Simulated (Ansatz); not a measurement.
# Run report: HfSiO4, single-point calculation

- system: HfSiO4 (I4₁/amd, 12 atoms in the cell)
- method: DFT PBE, scalar-relativistic, plane waves, PAW, no spin polarisation (Ansatz 0.2.0)

The structure derives from an entry of the Crystallography Open Database. Figures and captions count atoms from 1; the log counts them from 0 in places.

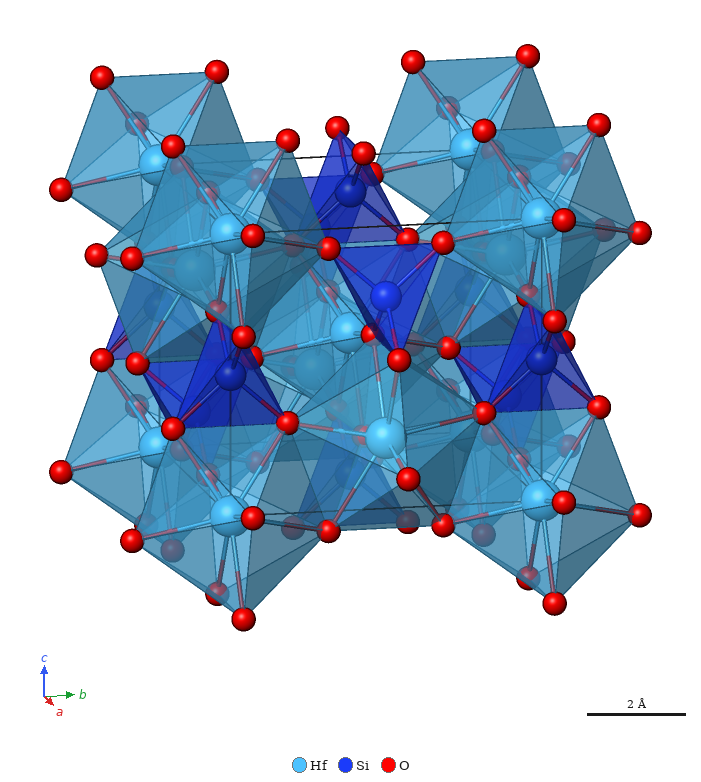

Fig. 1: The structure (polyhedral view of the cell 2 times as large as that of the calculation, set on its symmetry axes, seen slightly off an axis; polyhedra are completed across the faces of the cell). An atom can appear more than once, as a periodic image.

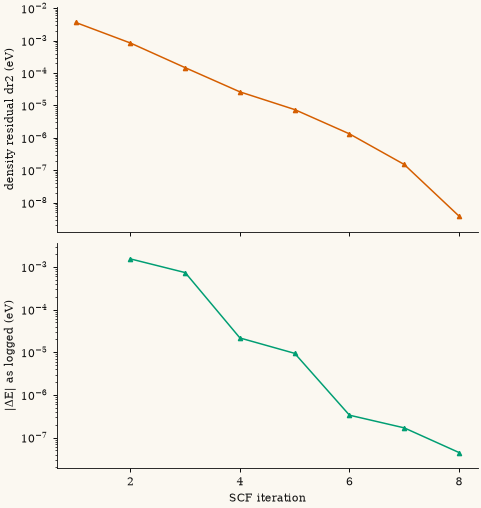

Fig. 2: Convergence of the self-consistent field: density residual dr2 and size of the energy change against the SCF iteration. The residual falls at every step.

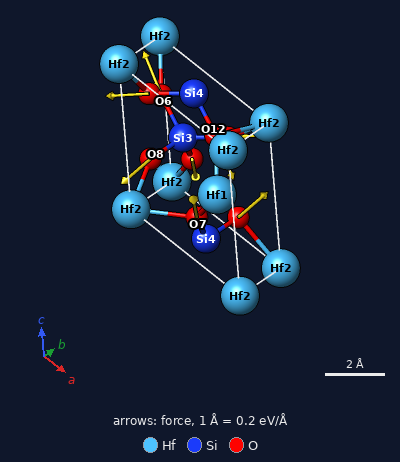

Fig. 3: Forces on the atoms as yellow arrows (ball-and-stick view of the cell of the calculation, seen slightly off an axis; atoms are numbered from 1 in the order of the input). The largest act on all 8 O atoms (0.34 eV/Å). The geometry is not a stationary point of this energy.

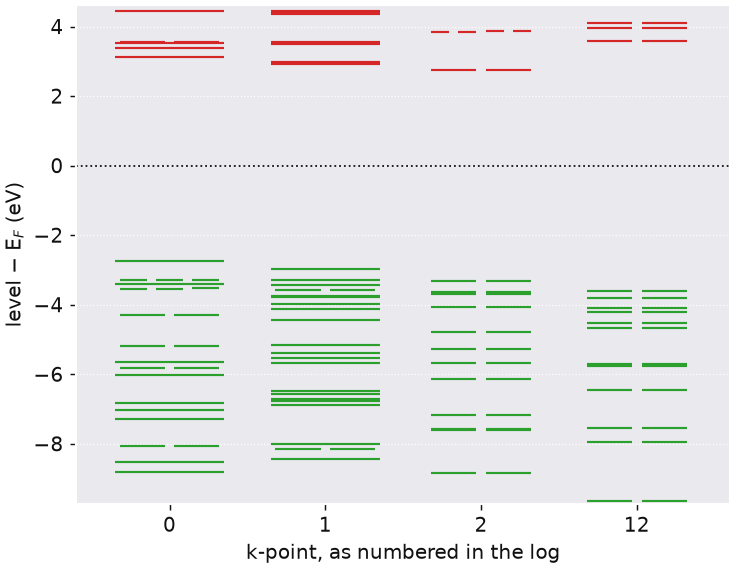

Fig. 4: Kohn–Sham levels near the Fermi level (dotted) at the few k-points that the log prints; levels within 0.02 eV of each other stand side by side. Among these points the highest filled and lowest empty levels are 5.47 eV apart, which is the gap on the mesh.

These pictures come from the run below.

### Input
```yaml
crystal:
  lattice:
    - [-3.28625, 3.28625, 2.9816]
    - [3.28625, -3.28625, 2.9816]
    - [3.28625, 3.28625, -2.9816]
  atoms:
    - { symbol: Hf, position: [0.75, 0.25, 0.5] }
    - { symbol: Hf, position: [0.0, 0.0, 0.0] }
    - { symbol: Si, position: [0.25, 0.75, 0.5] }
    - { symbol: Si, position: [0.5, 0.5, 0.0] }
    - { symbol: O, position: [0.1353, 0.3198, 0.8155] }
    - { symbol: O, position: [0.0698, 0.7543, 0.6845] }
    - { symbol: O, position: [0.5043, 0.3198, 0.1845] }
    - { symbol: O, position: [0.0698, 0.3853, 0.3155] }
    - { symbol: O, position: [0.6147, 0.9302, 0.6845] }
    - { symbol: O, position: [0.6802, 0.8647, 0.1845] }
    - { symbol: O, position: [0.2457, 0.9302, 0.3155] }
    - { symbol: O, position: [0.6802, 0.4957, 0.8155] }
basis:
  ecutwfc: 420
kpoints:
  mp_grid: { grid: [4, 4, 4] }
hamiltonian:
  xc: pbe
scf:
  occupations: { method: gaussian, width: 0.1 }
output:
  forces: true
  stress: true
  eigenvalues: true
```

Run as:
```bash
ansatz run input.yaml --threads 4 --pin off --max-ram 10240MiB --backend cpu --events-out ev --progress --plain --runs-dir out
```

### Log
```
Engine: ansatz 0.2.0, x86_64-unknown-linux-gnu
Pseudopotentials: kind: paw
Pseudopotential: Hf, paw, valence charge 26, recommended cutoff 420 eV (normal), Hf.paw.azcp
Pseudopotential: Si, paw, valence charge 4, recommended cutoff 420 eV (normal), Si.paw.azcp
Pseudopotential: O, paw, valence charge 6, recommended cutoff 420 eV (normal), O.paw.azcp
Functional definition: PBE
  parameter kappa = 0.804
  parameter beta = 0.06672455060314922
  exchange = pbe_x(kappa = kappa, mu = beta*pi^2/3)
  correlation = pbe_c(beta = beta)
Crystal: 12 atoms, lattice volume = 128.798 Å³
Basis set: ecut = 420 eV, 2513 PW (Γ), exchange–correlation on 80×80×80 points (8 copies of the dense FFT grid, shifted against one another)
Bands: 66, of which v1, the nominal top of the filled ones, is band 54 counted from 1 (53 counted from 0)
Symmetry: 16 space group operations
Space group: I41/amd (ITA 141), of the structure as read, at distance tolerance 5.1e-5 Å
k-points: 13 of 64
Non-local potential: Hf, projectors of the file, l = 0: 3, l = 1: 2, l = 2: 2, l = 3: 3
Non-local potential: Si, projectors of the file, l = 0: 2, l = 1: 2, l = 2: 2
Non-local potential: O, projectors of the file, l = 0: 2, l = 1: 2, l = 2: 1
PAW form: soft (Blöchl's): semilocal exchange-correlation on the pseudo side does not see the compensation charge
PAW one-centre angular grid: Hf, 590 points (default); XC on 64 Gauss nodes
PAW one-centre angular grid: Si, 110 points (default); XC on 64 Gauss nodes
PAW one-centre angular grid: O, 110 points (default); XC on 64 Gauss nodes
Initial density: superposition of atomic densities (neutral atoms: chi_scale 0, normalization atom), corrected by the library's trained network
Initial wavefunctions: pseudopotential atomic-orbital guess
Functional: x = pbe(κ = 0.804, μ = 0.2195149727645171), c = pbe(β = 0.06672455060314922)
SCF iter   1: F=—  HF=-37271.652885 eV  |F-HF|=—  |Δ(HF+E_count)|=         —  Δρ=1.99e-3  dr2=3.66e-3  ethr=1.77e-3  ⟨swp⟩=6.2  Hψ=3449  notcnv=0
preconditioner: auto → Resta (q_TF=auto, 2.649 Å⁻¹)  ε∞=4.6  [insulator: Δε(μ)=5.445 eV  Ē_g=17.687 eV  σ=0.100 eV  W_gap=1.00  n_scr=42 (ndim 8)  ℏωp=33.4 eV  f_vac=0.044  D(μ)=0.00/eV (n_scr^D=0)  ε∞_Penn≈4.6]
SCF iter   2: F=—  HF=-37271.654421 eV  |F-HF|=—  |Δ(HF+E_count)|=   1.54e-3  Δρ=1.13e-3  dr2=8.48e-4  ethr=3.39e-6  ⟨swp⟩=2.0  Hψ=1651  notcnv=0
SCF iter   3: F=—  HF=-37271.655157 eV  |F-HF|=—  |Δ(HF+E_count)|=   7.36e-4  Δρ=3.20e-4  dr2=1.47e-4  ethr=7.85e-7  ⟨swp⟩=2.0  Hψ=1406  notcnv=0
automatic band count: iteration 3 solves 63 bands in place of 66: the levels show a gap, and the empty bands left out lie too high to hold charge; the band table lists the bands solved (type scf.n_extra_bands for more)
SCF iter   4: F=—  HF=-37271.655178 eV  |F-HF|=—  |Δ(HF+E_count)|=   2.16e-5  Δρ=1.27e-4  dr2=2.63e-5  ethr=1.36e-7  ⟨swp⟩=2.0  Hψ=1497  notcnv=0
SCF iter   5: F=—  HF=-37271.655188 eV  |F-HF|=—  |Δ(HF+E_count)|=   9.42e-6  Δρ=6.09e-5  dr2=7.47e-6  ethr=2.44e-8  ⟨swp⟩=2.6  Hψ=1636  notcnv=0
SCF iter   6: F=—  HF=-37271.655188 eV  |F-HF|=—  |Δ(HF+E_count)|=   3.35e-7  Δρ=3.42e-5  dr2=1.33e-6  ethr=6.92e-9  ⟨swp⟩=2.0  Hψ=1494  notcnv=0
SCF iter   7: F=—  HF=-37271.655188 eV  |F-HF|=—  |Δ(HF+E_count)|=   1.69e-7  Δρ=1.22e-5  dr2=1.51e-7  ethr=1.23e-9  ⟨swp⟩=2.0  Hψ=1393  notcnv=0
SCF iter   8: F=-37271.655188 eV  HF=-37271.655188 eV  |F-HF|=3.03e-9  |Δ(HF+E_count)|=   4.47e-8  Δρ=1.79e-6  dr2=3.86e-9  ethr=9.26e-11  ⟨swp⟩=6.7  Hψ=3101  notcnv=0
SCF 1 converged in 8 iterations: F = -37271.655188 eV  dr2 = 3.86e-9
  greatest PAW one-centre occupation: 0.999 electrons in one spin orbital (limit 2), on the Hf atom at site 1 (counted from 0), in its partial waves of l = 0
SCF converged after 8 iterations
Free energy (F): -37271.655188 eV
Harris-Foulkes:  -37271.655188 eV  (|F-HF|=3.03e-9)
Internal energy: -37271.655188 eV  (E = F + TS)
E sigma→0 (E₀):  -37271.655188 eV
Fermi energy:    12.815807 eV
--- Per-component energies (eV) ---
  E_band       = -205.021188
  E_kinetic    = 2351.630025
  E_local      = -15936.179896  (includes V_loc(G=0)·N_el)
  E_nonlocal   = -2052.159499
  E_hartree    = 7130.605115
  E_xc         = -1305.816997
  E_vxc        = -1386.179498  (∫ρ·V_xc dr)
  E_paw        = -16148.342318  (= ΣΔE_a)
  E_vpaw       = 2556.641599  (= ΣTr[D̂ρ^β])
  E_aug_tail   = 0.020032  (compensation charges beyond the density's cutoff)
  E_ewald      = -11311.411650
  E_smearing   = -0.000000  (= −TS)
  E_closure    = -0.000000  (closes the sum)
  Σ components = -37271.655188   (vs F -37271.655188, Δ=0.00e0)
--- Forces (eV/Å), atoms counted from 1 ---
  atom   1  Hf     0.00000000     0.00000000     0.00000000
  atom   2  Hf    -0.00000000     0.00000000    -0.00000000
  atom   3  Si    -0.00000000     0.00000000    -0.00000000
  atom   4  Si     0.00000000     0.00000000     0.00000000
  atom   5  O     -0.00000000    -0.27304496    -0.19505509
  atom   6  O      0.27304496     0.00000000    -0.19505509
  atom   7  O     -0.00000000     0.27304496    -0.19505509
  atom   8  O     -0.27304496    -0.00000000    -0.19505509
  atom   9  O      0.00000000     0.27304496     0.19505509
  atom  10  O      0.27304496    -0.00000000     0.19505509
  atom  11  O      0.00000000    -0.27304496     0.19505509
  atom  12  O     -0.27304496    -0.00000000     0.19505509
  max |Σ_I F_I| component: 1.11e-16 eV/Å
--- Stress (GPa, compression-positive) ---
        7.232170       0.000000       0.000000
        0.000000       7.232170      -0.000000
        0.000000      -0.000000       8.024551
  P = ⅓ Tr σ = 7.4963 GPa (74.963 kbar)
--- Band table (eV; the first three rows and the last of 13) ---
  k-point 0: bands = ["-50.2564", "-50.2477", "-19.0875", "-19.0875", "-19.0080", "-18.9952", "-18.9041", "-18.9041", "-9.1238", "-8.0842", "-7.2581", "-7.1390", "-6.6724", "-6.6724", "-6.6036", "-6.6036", "-0.1461", "-0.1420", "-0.1368", "-0.1368", "-0.1222", "-0.1222", "-0.1175", "-0.1159", "-0.1157", "-0.1148", "-0.1061", "-0.1061", "-0.1046", "-0.1046", "2.3930", "4.0098", "4.2807", "4.7505", "4.7505", "5.5378", "5.7748", "5.9791", "6.8028", "6.9902", "6.9902", "7.1748", "7.6385", "7.6385", "8.5089", "8.5089", "9.2777", "9.2777", "9.2946", "9.4012", "9.5203", "9.5203", "9.5375", "10.0833", "15.9281", "16.1983", "16.3382", "16.3813", "16.3813", "17.2513", "17.4534", "17.4946", "17.4946"]
  k-point 1: bands = ["-50.2551", "-50.2489", "-19.0954", "-19.0627", "-19.0297", "-18.9713", "-18.9332", "-18.8983", "-8.9100", "-8.1291", "-7.1723", "-7.0898", "-6.7892", "-6.7886", "-6.7453", "-6.6937", "-0.1492", "-0.1448", "-0.1387", "-0.1319", "-0.1315", "-0.1267", "-0.1246", "-0.1191", "-0.1186", "-0.1169", "-0.1163", "-0.1050", "-0.1019", "-0.0999", "2.8940", "4.3771", "4.6548", "4.6600", "4.8036", "5.9394", "6.0319", "6.1159", "6.2391", "6.3411", "7.1306", "7.2720", "7.4352", "7.6660", "8.3750", "8.6803", "8.8333", "9.0373", "9.0782", "9.2350", "9.2492", "9.3748", "9.5215", "9.8409", "15.7368", "15.7905", "16.2995", "16.3673", "17.1735", "17.2069", "17.2604", "17.7982", "17.9091"]
  k-point 2: bands = ["-50.2520", "-50.2520", "-19.0783", "-19.0783", "-19.0000", "-19.0000", "-18.9190", "-18.9190", "-8.4321", "-8.4321", "-7.0123", "-7.0123", "-6.9407", "-6.9407", "-6.8522", "-6.8522", "-0.1481", "-0.1481", "-0.1447", "-0.1447", "-0.1319", "-0.1319", "-0.1264", "-0.1264", "-0.1173", "-0.1173", "-0.1080", "-0.1080", "-0.1007", "-0.1007", "3.9776", "3.9776", "5.2015", "5.2015", "5.2270", "5.2270", "5.6492", "5.6492", "6.6845", "6.6845", "7.1354", "7.1354", "7.5489", "7.5489", "8.0436", "8.0436", "8.7411", "8.7411", "9.1120", "9.1120", "9.1737", "9.1737", "9.4981", "9.4981", "15.5521", "15.5521", "16.6668", "16.6668", "16.6823", "16.6823", "18.0557", "18.0557", "19.1791"]
  k-point 12: bands = ["-50.2520", "-50.2520", "-19.1015", "-19.1015", "-19.0029", "-19.0029", "-18.8921", "-18.8921", "-8.5465", "-8.5465", "-7.2966", "-7.2966", "-6.7167", "-6.7167", "-6.5752", "-6.5752", "-0.1415", "-0.1415", "-0.1394", "-0.1394", "-0.1260", "-0.1260", "-0.1248", "-0.1248", "-0.1168", "-0.1168", "-0.1128", "-0.1128", "-0.0978", "-0.0978", "3.1828", "3.1828", "4.8655", "4.8655", "5.2827", "5.2827", "6.3749", "6.3749", "7.0520", "7.0520", "7.0972", "7.0972", "8.1344", "8.1344", "8.2834", "8.2834", "8.6111", "8.6111", "8.7299", "8.7299", "8.9999", "8.9999", "9.2218", "9.2218", "16.3890", "16.3890", "16.7753", "16.7753", "16.9060", "16.9060", "17.5279", "17.5279", "18.5046"]
```

### Key numbers

- outcome: converged
- space group (tolerance 0.01 Å): I4₁/amd (141)
- electrons treated: 108
- free energy: −37271.6552 eV
- Fermi energy: 12.816 eV
- gap on the k-point mesh: 5.47 eV
- pressure: 7.50 GPa
- largest force (length of the vector): 0.336 eV/Å
- hardware: 4 threads of Intel Xeon @ 2.50GHz (Skylake/Cascade Lake), 12 GiB of memory available, shared host
- wall time: 3.8 s (CPU time 13 s)
- peak memory: 0.63 GiB

### Notes

Spin–orbit coupling is left out, which matters for Hf. The cell is under a pressure of 7.5 GPa at this level, so it is not at its equilibrium volume.
